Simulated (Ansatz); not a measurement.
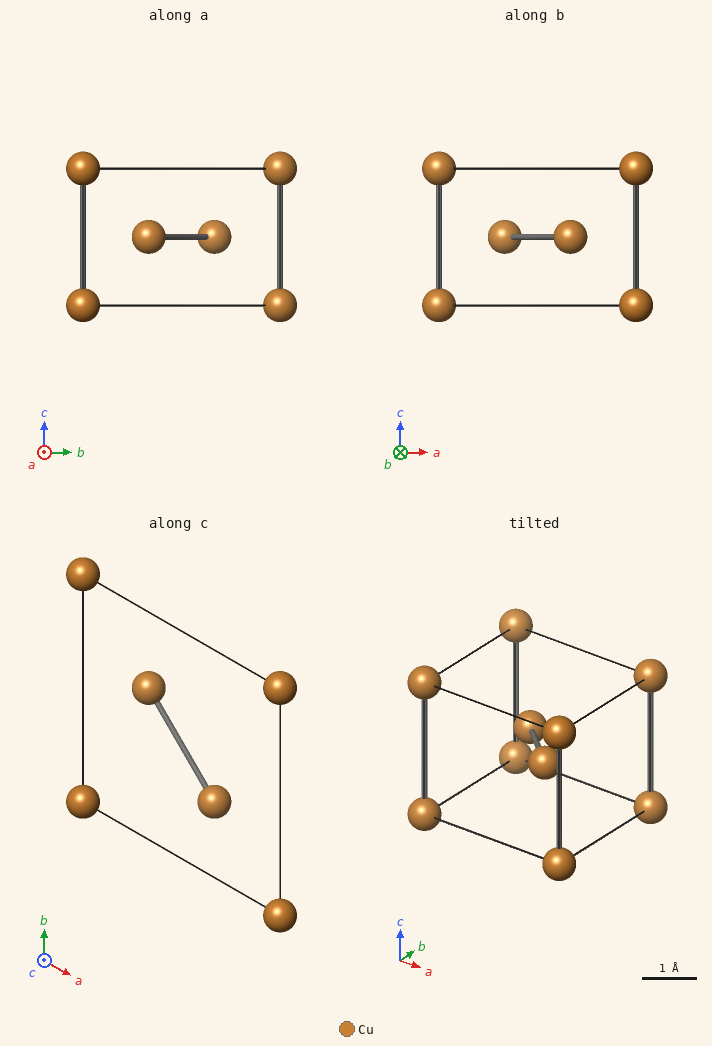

We look at a ball-and-stick model of the crystal along the a axis, along the b axis, along the c axis and slightly off an axis. One conventional unit cell is framed, with atoms on its boundary repeated.

Lattice parameters: a = 4.2334 Å, b = 4.2334 Å, c = 2.5428 Å, α = 90.000°, β = 90.000°, γ = 120.000°.

### Convert the drawing into a CIF with its space group and independent sites.

```cif
data_structure
_symmetry_space_group_name_H-M 'P 6/m m m'
_symmetry_Int_Tables_number 191
_cell_length_a 4.2334
_cell_length_b 4.2334
_cell_length_c 2.5428
_cell_angle_alpha 90.000
_cell_angle_beta 90.000
_cell_angle_gamma 120.000
_cell_volume 39.47
loop_
_atom_site_label
_atom_site_type_symbol
_atom_site_symmetry_multiplicity
_atom_site_Wyckoff_symbol
_atom_site_fract_x
_atom_site_fract_y
_atom_site_fract_z
_atom_site_occupancy
Cu1 Cu 1 a 0.0000 0.0000 0.0000 1
Cu2 Cu 2 d 0.3333 0.6667 0.5000 1
```

Provenance: a structure type filled with this element by a generator (whether the element takes this form wasn't checked). Earlier steps of the study may have refined or changed the cell and positions. It was the input of a calculation with Ansatz.

At this level of theory the cell isn't at rest (stretched, at -9 GPa), so its distances can differ from those at equilibrium, the more so the softer the solid.
